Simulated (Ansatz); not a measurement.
## V in Ta(100), 2x2: scattering by a point defect

How strong a scatterer is V in Ta(100), 2x2, and does relaxation matter?

Calculated with Ansatz 0.2.0; Ansatz plane-wave DFT, PBE, PAW files, collinear spin; ballistic transport by layer matching (Landauer), zero bias; PAW set soft_1, in the first sound run; inputs show where later runs differ.

**1. Starting point**

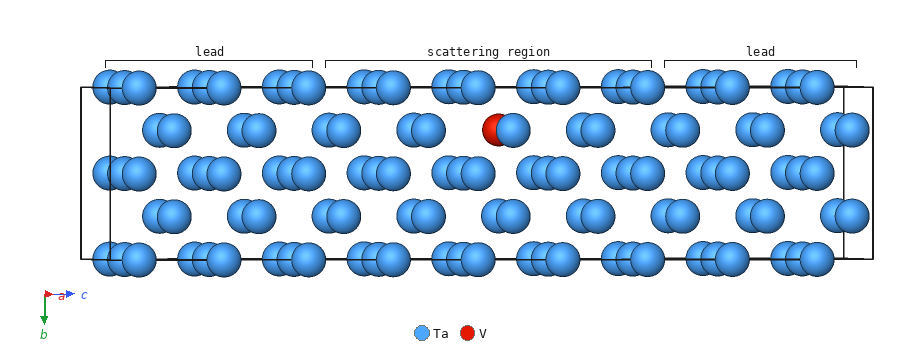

The cell as given, from the side, with the c axis across the page (tantalum blue, vanadium red). Some periodic images of atoms are drawn too.

The cell holds 72 atoms: 71 Ta and 1 V. Cell: a = 6.605 Å, b = 6.605 Å, c = 29.723 Å, α = 90.0°, β = 90.0°, γ = 90.0°. It derives from Ta. Regions: lead, 40 atoms (40 Ta); scattering region, 32 atoms (31 Ta and 1 V). The structure is stacked along c, and the current runs across the ab planes.

**2. Transmission at ideal sites**

The defect sits in one plane of the supercell, all atoms on ideal sites; the layers about the cell's end are the lead. The mesh across the current, 8×8, is finer than the density's, because channels open and close sharply across the zone. Energies from -0.1 to 0.1 eV in steps of 0.05 eV are too few for the program's thermal sum, so it prints no conductance; for a metal the transmission near the Fermi level serves, at a fraction of the cost.

Input file input.yaml:

```yaml
crystal:
  lattice:
    - [6.60512, 0.0, 0.0]
    - [0.0, 6.60512, 0.0]
    - [0.0, 0.0, 29.72304]
  atoms:
    - { symbol: Ta, position: [0.0, 0.0, 0.0277777778] }
    - { symbol: Ta, position: [0.0, 0.5, 0.0277777778] }
    - { symbol: Ta, position: [0.5, 0.0, 0.0277777778] }
    - { symbol: Ta, position: [0.5, 0.5, 0.0277777778] }
    - { symbol: Ta, position: [0.25, 0.25, 0.0833333333] }
    - { symbol: Ta, position: [0.25, 0.75, 0.0833333333] }
    - { symbol: Ta, position: [0.75, 0.25, 0.0833333333] }
    - { symbol: Ta, position: [0.75, 0.75, 0.0833333333] }
    - { symbol: Ta, position: [0.0, 0.0, 0.1388888889] }
    - { symbol: Ta, position: [0.0, 0.5, 0.1388888889] }
    - { symbol: Ta, position: [0.5, 0.0, 0.1388888889] }
    - { symbol: Ta, position: [0.5, 0.5, 0.1388888889] }
    - { symbol: Ta, position: [0.25, 0.25, 0.1944444444] }
    - { symbol: Ta, position: [0.25, 0.75, 0.1944444444] }
    - { symbol: Ta, position: [0.75, 0.25, 0.1944444444] }
    - { symbol: Ta, position: [0.75, 0.75, 0.1944444444] }
    - { symbol: Ta, position: [0.0, 0.0, 0.25] }
    - { symbol: Ta, position: [0.0, 0.5, 0.25] }
    - { symbol: Ta, position: [0.5, 0.0, 0.25] }
    - { symbol: Ta, position: [0.5, 0.5, 0.25] }
    - { symbol: Ta, position: [0.25, 0.25, 0.3055555556] }
    - { symbol: Ta, position: [0.25, 0.75, 0.3055555556] }
    - { symbol: Ta, position: [0.75, 0.25, 0.3055555556] }
    - { symbol: Ta, position: [0.75, 0.75, 0.3055555556] }
    - { symbol: Ta, position: [0.0, 0.0, 0.3611111111] }
    - { symbol: Ta, position: [0.0, 0.5, 0.3611111111] }
    - { symbol: Ta, position: [0.5, 0.0, 0.3611111111] }
    - { symbol: Ta, position: [0.5, 0.5, 0.3611111111] }
    - { symbol: Ta, position: [0.25, 0.25, 0.4166666667] }
    - { symbol: Ta, position: [0.25, 0.75, 0.4166666667] }
    - { symbol: Ta, position: [0.75, 0.25, 0.4166666667] }
    - { symbol: Ta, position: [0.75, 0.75, 0.4166666667] }
    - { symbol: Ta, position: [0.0, 0.0, 0.4722222222] }
    - { symbol: Ta, position: [0.0, 0.5, 0.4722222222] }
    - { symbol: Ta, position: [0.5, 0.0, 0.4722222222] }
    - { symbol: Ta, position: [0.5, 0.5, 0.4722222222] }
    - { symbol: V, position: [0.25, 0.25, 0.5277777778], spin: 1.0 }
    - { symbol: Ta, position: [0.25, 0.75, 0.5277777778] }
    - { symbol: Ta, position: [0.75, 0.25, 0.5277777778] }
    - { symbol: Ta, position: [0.75, 0.75, 0.5277777778] }
    - { symbol: Ta, position: [0.0, 0.0, 0.5833333333] }
    - { symbol: Ta, position: [0.0, 0.5, 0.5833333333] }
    - { symbol: Ta, position: [0.5, 0.0, 0.5833333333] }
    - { symbol: Ta, position: [0.5, 0.5, 0.5833333333] }
    - { symbol: Ta, position: [0.25, 0.25, 0.6388888889] }
    - { symbol: Ta, position: [0.25, 0.75, 0.6388888889] }
    - { symbol: Ta, position: [0.75, 0.25, 0.6388888889] }
    - { symbol: Ta, position: [0.75, 0.75, 0.6388888889] }
    - { symbol: Ta, position: [0.0, 0.0, 0.6944444444] }
    - { symbol: Ta, position: [0.0, 0.5, 0.6944444444] }
    - { symbol: Ta, position: [0.5, 0.0, 0.6944444444] }
    - { symbol: Ta, position: [0.5, 0.5, 0.6944444444] }
    - { symbol: Ta, position: [0.25, 0.25, 0.75] }
    - { symbol: Ta, position: [0.25, 0.75, 0.75] }
    - { symbol: Ta, position: [0.75, 0.25, 0.75] }
    - { symbol: Ta, position: [0.75, 0.75, 0.75] }
    - { symbol: Ta, position: [0.0, 0.0, 0.8055555556] }
    - { symbol: Ta, position: [0.0, 0.5, 0.8055555556] }
    - { symbol: Ta, position: [0.5, 0.0, 0.8055555556] }
    - { symbol: Ta, position: [0.5, 0.5, 0.8055555556] }
    - { symbol: Ta, position: [0.25, 0.25, 0.8611111111] }
    - { symbol: Ta, position: [0.25, 0.75, 0.8611111111] }
    - { symbol: Ta, position: [0.75, 0.25, 0.8611111111] }
    - { symbol: Ta, position: [0.75, 0.75, 0.8611111111] }
    - { symbol: Ta, position: [0.0, 0.0, 0.9166666667] }
    - { symbol: Ta, position: [0.0, 0.5, 0.9166666667] }
    - { symbol: Ta, position: [0.5, 0.0, 0.9166666667] }
    - { symbol: Ta, position: [0.5, 0.5, 0.9166666667] }
    - { symbol: Ta, position: [0.25, 0.25, 0.9722222222] }
    - { symbol: Ta, position: [0.25, 0.75, 0.9722222222] }
    - { symbol: Ta, position: [0.75, 0.25, 0.9722222222] }
    - { symbol: Ta, position: [0.75, 0.75, 0.9722222222] }
magnetization:
  spin_polarized: true
kpoints:
  mp_grid: { grid: [4, 4, 1] }
hamiltonian:
  xc: pbe
  pseudopotentials: { kind: paw, azcp: { folder: soft_1 } }
scf:
  occupations: { method: fermi_dirac, width: 0.1 }
output:
  transmission: { leads: [[0, 4]], kmesh: [8, 8], e_range: [-0.1, 0.1], de: 0.05 }
  write_potential: true
  write_density: true
  volumetric_format: npy
  elf: true
```

Launch:

```sh
ansatz run input.yaml --threads 8 --pin off --max-ram 15360MiB --backend cpu --events-out ev --progress --plain --runs-dir out
```

Numbers of over 12 decimals in the logs are rounded to 6 here.

Log:

```text
Engine: ansatz 0.2.0, aarch64-unknown-linux-gnu
Pseudopotentials: kind: paw
Pseudopotential: Ta, paw, valence charge 13, recommended cutoff 420 eV (normal), soft_1/Ta.paw.azcp
Pseudopotential: V, paw, valence charge 13, recommended cutoff 420 eV (normal), soft_1/V.paw.azcp
Functional definition: PBE
  parameter kappa = 0.804
  parameter beta = 0.066725
  exchange = pbe_x(kappa = kappa, mu = beta*pi^2/3)
  correlation = pbe_c(beta = beta)
Crystal: 72 atoms, lattice volume = 1296.745 Å³
Basis set: ecut = 420 eV, 25307 PW (Γ)
Bands: 563, of which v1, the nominal top of the filled ones, is band 468 counted from 1 (467 counted from 0)
Symmetry: 16 space group operations
Space group: P4/mmm (ITA 123), of the structure as read, at distance tolerance 1.1e-4 Å
Magnetic group: BNS 123.339 (UNI 999), of the structure as read, at distance tolerance 1.1e-4 Å
k-points: 6 of 16
Non-local potential: Ta, projectors of the file, l = 0: 3, l = 1: 2, l = 2: 2, l = 3: 1
Non-local potential: V, projectors of the file, l = 0: 3, l = 1: 2, l = 2: 3, l = 3: 1
PAW form: soft (Blöchl's): semilocal exchange-correlation on the pseudo side does not see the compensation charge
PAW one-centre angular grid: Ta, 590 points (default); XC on 64 Gauss nodes
PAW one-centre angular grid: V, 590 points (default); XC on 64 Gauss nodes
Initial density: superposition of atomic densities (chi_scale 0.1, normalization cell)
Starting moments: Σ|m| = 1 μB on 1 of 72 sites
Initial wavefunctions: pseudopotential atomic-orbital guess
Functional: x = pbe(κ = 0.804, μ = 0.219515), c = pbe(β = 0.066725)
iter 1 solved again at ethr=2.72e-3 eV; its pass at ethr=3.10e-3 eV (dr2=2.54e1 eV) is discarded
SCF iter   1: F=—  HF=-708181.621827 eV  |F-HF|=—  |Δ(HF+E_count)|=         —  Δρ=2.29e-2 (↑2.29e-2 ↓2.07e-2)  dr2=2.54e1  dr2_m=3.27e-1  M=0.343 μB ∫|m|=0.467 μB  β_m=0.30  ethr=2.72e-3  ⟨swp⟩=1.8  Hψ=36104  notcnv=0
Mixer restart at iter 1: flushing history
preconditioner: auto → Kerker (q_TF=auto, 2.584 Å⁻¹)  [metal: Δε(μ)=0.009 eV  Ē_g=4.265 eV  σ=0.100 eV  W_gap=0.02  n_scr=372 (ndim 8)  ℏωp=19.6 eV  f_vac=0.000  D(μ)=92.69/eV (n_scr^D=1038)]
spin=Collinear: Kerker preconditioning applied to the charge; magnetization (m = ρ↑ − ρ↓) channel mixes plain (no charge-response kernel on spin).
SCF iter   2: F=—  HF=-708177.372889 eV  |F-HF|=—  |Δ(HF+E_count)|=    4.25e0  Δρ=1.65e-2 (↑1.65e-2 ↓1.59e-2)  dr2=1.32e1  dr2_m=1.42e-1  M=0.355 μB ∫|m|=0.510 μB  β_m=0.65  ethr=2.71e-3  ⟨swp⟩=2.0  Hψ=7877  notcnv=0
SCF iter   3: F=—  HF=-708173.203994 eV  |F-HF|=—  |Δ(HF+E_count)|=    4.17e0  Δρ=3.64e-3 (↑3.64e-3 ↓3.30e-3)  dr2=6.21e-1  dr2_m=1.35e-2  M=0.254 μB ∫|m|=0.411 μB  β_m=0.68  ethr=1.42e-3  ⟨swp⟩=3.7  Hψ=14182  notcnv=0  defer=2
SCF iter   4: F=—  HF=-708173.061326 eV  |F-HF|=—  |Δ(HF+E_count)|=   1.43e-1  Δρ=1.14e-3 (↑7.15e-4 ↓1.14e-3)  dr2=1.21e-1  dr2_m=1.11e-3  M=0.217 μB ∫|m|=0.356 μB  β_m=0.73  ethr=6.64e-5  ⟨swp⟩=2.0  Hψ=13245  notcnv=0  defer=113
SCF iter   5: F=—  HF=-708173.033728 eV  |F-HF|=—  |Δ(HF+E_count)|=   2.76e-2  Δρ=9.53e-4 (↑9.53e-4 ↓4.44e-4)  dr2=2.93e-2  dr2_m=9.36e-4  M=0.170 μB ∫|m|=0.275 μB  β_m=0.78  ethr=1.29e-5  ⟨swp⟩=2.0  Hψ=12154  notcnv=0  defer=99
SCF iter   6: F=—  HF=-708173.051389 eV  |F-HF|=—  |Δ(HF+E_count)|=   1.77e-2  Δρ=7.11e-4 (↑7.11e-4 ↓2.45e-4)  dr2=3.51e-2  dr2_m=6.74e-4  M=0.154 μB ∫|m|=0.247 μB  β_m=0.89  ethr=3.13e-6  ⟨swp⟩=2.0  Hψ=12086  notcnv=0  defer=117
SCF iter   7: F=—  HF=-708173.055827 eV  |F-HF|=—  |Δ(HF+E_count)|=   4.44e-3  Δρ=3.99e-4 (↑3.99e-4 ↓4.41e-5)  dr2=6.98e-3  dr2_m=4.62e-4  M=0.145 μB ∫|m|=0.230 μB  β_m=0.94  ethr=3.13e-6  ⟨swp⟩=2.0  Hψ=11643  notcnv=0  defer=126
SCF iter   8: F=—  HF=-708173.055934 eV  |F-HF|=—  |Δ(HF+E_count)|=   1.07e-4  Δρ=2.93e-4 (↑3.28e-5 ↓2.93e-4)  dr2=2.42e-3  dr2_m=2.65e-4  M=0.113 μB ∫|m|=0.177 μB  β_m=0.97  ethr=7.45e-7  ⟨swp⟩=2.1  Hψ=11813  notcnv=0  defer=131
[...]
SCF 1 converged in 15 iterations: F = -708173.056365 eV  dr2 = 5.56e-8
  greatest PAW one-centre occupation: 1.000 electrons in one spin orbital (limit 2), on the V atom at site 36 (counted from 0), in its partial waves of l = 0
transmission: 172 of 1650 steps passed
transmission: 344 of 1650 steps passed
[...]
transmission: 1650 of 1650 steps passed
Starting moments: Σ|m| = 216 μB on 72 of 72 sites
[...]
preconditioner: auto → Kerker (q_TF=auto, 2.584 Å⁻¹)  [metal: Δε(μ)=0.005 eV  Ē_g=4.423 eV  σ=0.100 eV  W_gap=0.01  n_scr=372 (ndim 8)  ℏωp=19.6 eV  f_vac=0.000  D(μ)=74.03/eV (n_scr^D=746)]
spin=Collinear: Kerker preconditioning applied to the charge; magnetization (m = ρ↑ − ρ↓) channel mixes plain (no charge-response kernel on spin).
[...]
spin-set hold released at iteration 7 (site moments contracting): the magnetisation degrees of freedom join the quasi-Newton model from the next iteration; the mixer history was flushed
[...]
SCF iter  15: F=—  HF=-708173.058465 eV  |F-HF|=—  |Δ(HF+E_count)|=   8.27e-4  Δρ=1.09e-4 (↑1.09e-4 ↓8.31e-5)  dr2=7.88e-4  dr2_m=7.58e-5  M=-0.033 μB ∫|m|=0.098 μB  β_m=0.84  ethr=2.38e-7  ⟨swp⟩=2.2  Hψ=12466  notcnv=0
SCF iter  16: F=—  HF=-708173.058502 eV  |F-HF|=—  |Δ(HF+E_count)|=   3.70e-5  Δρ=5.11e-5 (↑4.77e-5 ↓5.11e-5)  dr2=1.20e-4  dr2_m=9.77e-6  M=-0.029 μB ∫|m|=0.069 μB  β_m=0.92  ethr=8.42e-8  ⟨swp⟩=2.0  Hψ=12013  notcnv=0
SCF iter  17: F=—  HF=-708173.058523 eV  |F-HF|=—  |Δ(HF+E_count)|=   2.08e-5  Δρ=7.27e-5 (↑3.46e-5 ↓7.27e-5)  dr2=4.36e-4  dr2_m=5.50e-6  M=-0.027 μB ∫|m|=0.058 μB  β_m=0.75  ethr=1.28e-8  ⟨swp⟩=2.1  Hψ=12321  notcnv=0  recentre
SCF iter  18: F=—  HF=-708173.058515 eV  |F-HF|=—  |Δ(HF+E_count)|=   8.16e-6  Δρ=1.43e-5 (↑1.43e-5 ↓1.32e-5)  dr2=5.64e-6  dr2_m=1.90e-6  M=-0.016 μB ∫|m|=0.036 μB  β_m=0.88  ethr=1.28e-8  ⟨swp⟩=2.0  Hψ=11659  notcnv=0
SCF iter  19: F=—  HF=-708173.056364 eV  |F-HF|=—  |Δ(HF+E_count)|=   2.15e-3  Δρ=1.46e-5 (↑1.46e-5 ↓8.49e-6)  dr2=2.73e-5  dr2_m=3.65e-7  M=-0.009 μB ∫|m|=0.016 μB  β_m=0.88  ethr=6.03e-10  ⟨swp⟩=2.1  Hψ=11828  notcnv=0
SCF iter  20: F=—  HF=-708173.056366 eV  |F-HF|=—  |Δ(HF+E_count)|=   1.99e-6  Δρ=1.62e-5 (↑1.62e-5 ↓1.15e-5)  dr2=2.83e-5  dr2_m=1.28e-7  M=-0.007 μB ∫|m|=0.009 μB  β_m=0.62  ethr=6.03e-10  ⟨swp⟩=2.0  Hψ=11711  notcnv=0
SCF iter  21: F=—  HF=-708173.056365 eV  |F-HF|=—  |Δ(HF+E_count)|=   1.25e-7  Δρ=2.73e-6 (↑2.73e-6 ↓1.97e-6)  dr2=1.15e-6  dr2_m=4.24e-8  M=-0.004 μB ∫|m|=0.005 μB  β_m=0.81  ethr=6.03e-10  ⟨swp⟩=2.0  Hψ=11710  notcnv=0
iter 22 did not close the SCF: its close was put off for a magnetic moment that had not settled (scf_convergence_deferred on its scf_iter line)
SCF iter  22: F=-708173.056365 eV  HF=-708173.056366 eV  |F-HF|=6.50e-8  |Δ(HF+E_count)|=   8.56e-8  Δρ=9.99e-7 (↑9.99e-7 ↓6.55e-7)  dr2=7.38e-8  dr2_m=6.71e-9  M=-0.000 μB ∫|m|=0.002 μB  β_m=0.89  ethr=1.07e-11  ⟨swp⟩=1.0  Hψ=18560  notcnv=0
SCF iter  23: F=-708173.056366 eV  HF=-708173.056366 eV  |F-HF|=1.50e-8  |Δ(HF+E_count)|=   1.89e-8  Δρ=4.30e-7 (↑3.30e-7 ↓4.30e-7)  dr2=1.67e-8  dr2_m=8.67e-10  M=-0.000 μB ∫|m|=0.001 μB  ethr=7.88e-12  ⟨swp⟩=1.0  Hψ=18597  notcnv=0
SCF 2 converged in 23 iterations: F = -708173.056366 eV  dr2 = 1.67e-8
WARN: the starting moments were not kept: the SCF closed with an absolute magnetisation of 3.8e-4 μB, where they sum to 1 μB in size (1 site). That is at most 0.1 of that sum. Measured as dr2_m measures the in/out step, that magnetisation stands 5.2e-9 eV from none, at or under the dr2_threshold of 1.0e-7 eV: it is no larger than a step whose dr2_m would equal this threshold. The system may hold no moment; this SCF s [...]
SCF converged after 15 iterations
Magnetization: 0.0003 μB (468.0001 up, 467.9999 down)
Absolute magnetization: 0.0004 μB (∫|ρ↑−ρ↓|, with the PAW one-centre terms)
Spin contamination: 0.0000 ħ² per cell (⟨S²⟩ above its minimum at these occupations)
Per-site moments (μB) at R_I (Å): [(9.968297296224317e-7, 1.179792), (9.968297293763343e-7, 1.179792), (9.968297295160037e-7, 1.179792), (9.96829729503396e-7, 1.179792), (6.81895489768887e-7, 1.179792), (9.741880784045176e-7, 1.179792), (9.741880786832997e-7, 1.179792), (9.97476861004015e-7, 1.179792), (8.964668937093684e-7, 1.179792), (8.964668934343875e-7, 1.179792), (8.964668935628072e-7, 1.179792), (8.96466893517 [...]
Free energy (F): -708173.056365 eV
Harris-Foulkes:  -708173.056366 eV  (|F-HF|=5.37e-8)
Internal energy: -708169.910233 eV  (E = F + TS)
E sigma→0 (E₀):  -708171.483299 eV
Entropy (-TS):   -3.146133 eV (-43.696 meV/atom)
Fermi energy:    18.425845 eV
--- Per-component energies (eV) ---
  E_band       = -7664.320710
  E_kinetic    = 28235.285709
  E_local      = -40039.181862  (includes V_loc(G=0)·N_el)
  E_nonlocal   = -699.077998
  E_hartree    = 14551.626431
  E_xc         = -22925.119857
  E_vxc        = -16735.465467  (∫ρ·V_xc dr)
  E_paw        = -590755.026698  (= ΣΔE_a)
  E_vpaw       = -7529.137539  (= ΣTr[D̂ρ^β])
  E_aug_tail   = 0.007970  (compensation charges beyond the density's cutoff)
  E_ewald      = -96538.423926
  E_smearing   = -3.146133  (= −TS)
  E_closure    = 0.000000  (closes the sum)
  Σ components = -708173.056365   (vs F -708173.056365, Δ=0.00e0)
--- Band table (eV; the first three rows and the last of 12) ---
  k-point 0 ↑: bands = [... 464 lower, 19.0517, 19.0821, 19.0821, 19.1082, 19.1082, 19.1083, 19.1083, 19.1095, ... 91 higher]
  k-point 1 ↑: bands = [... 464 lower, 18.7025, 18.7035, 18.7531, 18.7592, 18.7637, 18.7647, 18.8516, 18.8534, ... 91 higher]
  k-point 2 ↑: bands = [... 464 lower, 18.2242, 18.2277, 18.3799, 18.3820, 18.3823, 18.3827, 18.5286, 18.5303, ... 91 higher]
  k-point 5 ↓: bands = [... 464 lower, 17.7435, 17.7504, 17.7813, 17.7813, 17.8572, 17.8632, 17.8852, 17.8852, ... 91 higher]
--- Transmission ---
  basis      : 377 plane waves across, 55 finite elements along
  points     : 15, standing for a mesh of 8 x 8
  energies   : 5 from -0.100000 to 0.100000 eV about the Fermi level, 0.050000 eV apart; the leads are filled to 0.000000 eV, and channels, transmission and decay are at 0.000000 eV
  crystal 0  : Ta4, at the sites [0, 4], period 1.6513 Å, over 28.07 Å; its Hamiltonian steps by up to 0.4 meV
    offset         : up to 0.0000 Å between an atom of the period and one for which it stands
    channels       : 1.048438e1 up, 1.048438e1 down
    conductance    : none, the energies end too early or step too widely for 300 K: set another output.transmission.e_range or a lower de, or, where they end at an eighth of basis.ecutwfc, a higher one
  junction   : crystal 0 to crystal 0, 0.95 to 29.03 Å
    transmission   : 1.037472e1 up, 1.037470e1 down
    conductance    : none, the energies end too early or step too widely for 300 K: set another output.transmission.e_range or a lower de, or, where they end at an eighth of basis.ecutwfc, a higher one
```

It took 19 min on 8 threads of Arm Neoverse V2, shared host; peak memory 12 GiB.

The column dr2 measures how far the density is from self-consistency, as an energy; F and HF (Harris–Foulkes) agree once it is small.

This step gave:

```yaml
free_energy: -708173.0564 eV
energy_at_zero_smearing: -708171.4833 eV
fermi_energy: 18.43 eV
cell_area: 43.63 Å²
transmission_spin_up: 10.37
transmission_spin_down: 10.37
open_channels_spin_up: 10.48
open_channels_spin_down: 10.48
step_of_the_lead_s_potential: 0.4 meV
```

Per spin. Transmission, zone mean, T up = T down against energy, zero at the Fermi level:

| energy (eV) | transmission, zone mean, T up = T down |
| --- | --- |
| -0.1000 | 10.6 |
| -0.0500 | 10.2 |
| 0.0000 | 10.4 |
| 0.0500 | 9.74 |
| 0.1000 | 9.23 |

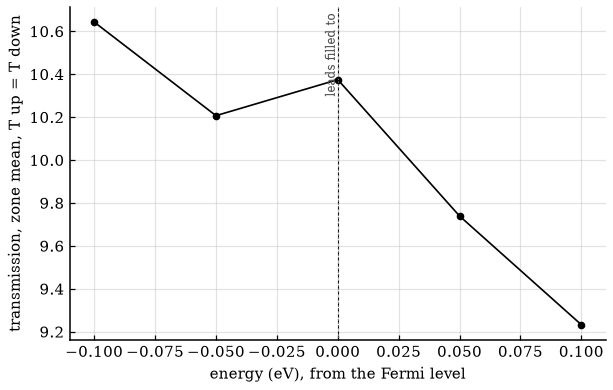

Transmission, zone mean, T up = T down against energy.

Per spin. Table of open channels, zone mean, lead up = lead down by energy, zero at the Fermi level:

| energy (eV) | open channels, zone mean, lead up = lead down |
| --- | --- |
| -0.1000 | 10.8 |
| -0.0500 | 10.3 |
| 0.0000 | 10.5 |
| 0.0500 | 9.86 |
| 0.1000 | 9.36 |

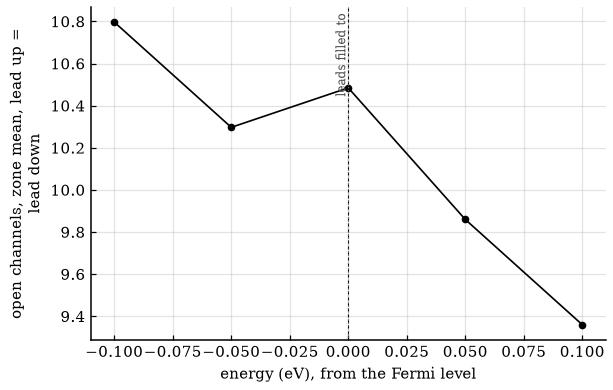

Open channels, zone mean, lead up = lead down against energy.

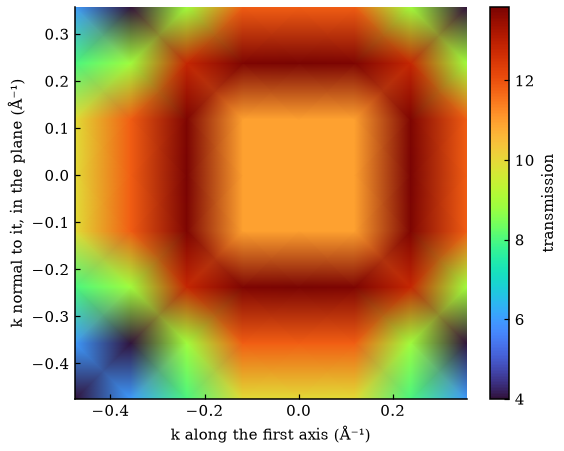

Transmission over k1 and k2. At 0.0000 eV from the Fermi level, spin up.

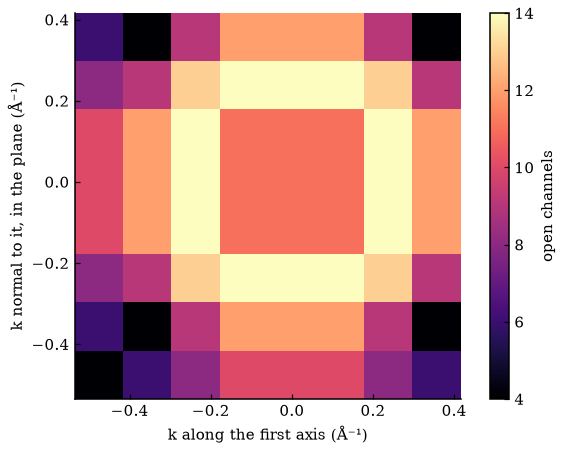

Open channels over k1 and k2. At 0.0000 eV from the Fermi level, spin up.

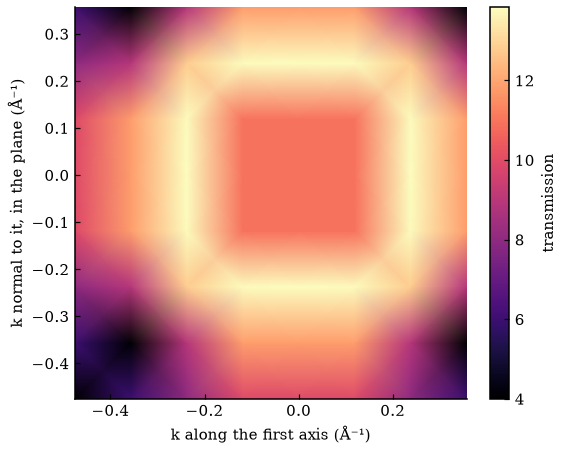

Transmission over k1 and k2. At 0.0000 eV from the Fermi level, spin down.

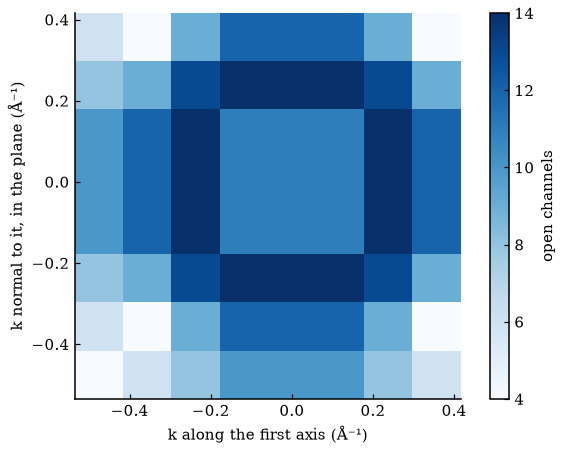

Open channels over k1 and k2. At 0.0000 eV from the Fermi level, spin down.

(Continued in part 2 of 3.)

[Logs are printed without paths, hosts, clocks, repeated set-up lines and the standing remarks that a program may print on its own settings, such as how far it seeks lower states.]

[Hosts, paths, dates, database ids (printed as entryN), source tags and the programs' standing remarks are cut or masked in the printed files.]
